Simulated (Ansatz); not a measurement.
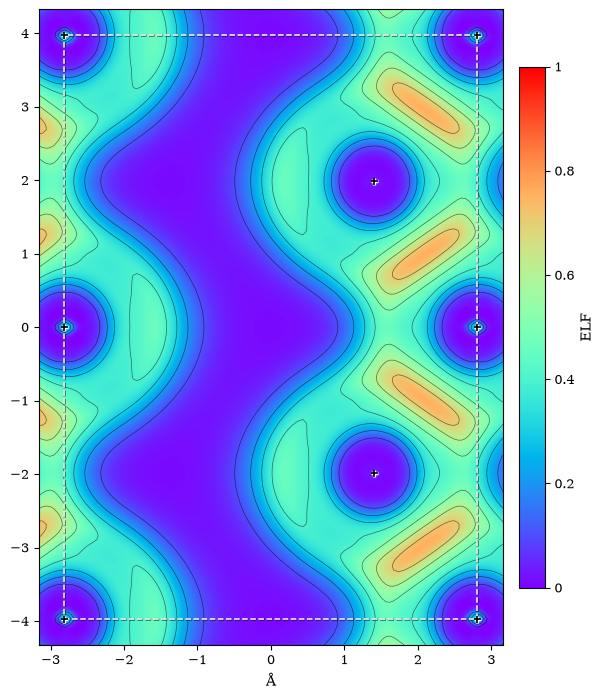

The electron localisation function on a plane through atoms (crosses mark nuclei in the plane).

The calculation used Ansatz, DFT LDA, scalar-relativistic, plane waves, PAW.

Candidates:
A. TiC, a = 4.26 Å, b = 4.26 Å, c = 4.26 Å, α = 90.00°, β = 90.00°, γ = 90.00°. Space group Fm-3m; computed without spin polarisation.
B. Ge, a = 5.62 Å, b = 5.62 Å, c = 5.62 Å, α = 90.00°, β = 90.00°, γ = 90.00°. Space group Fd-3m.

Q: Which candidate gave the map?

A: Candidate B: Ge on the (011) plane of the conventional cell, which holds Ge. Ge–Ge (2.43 Å): the ELF peaks at about 0.75 between the atoms.
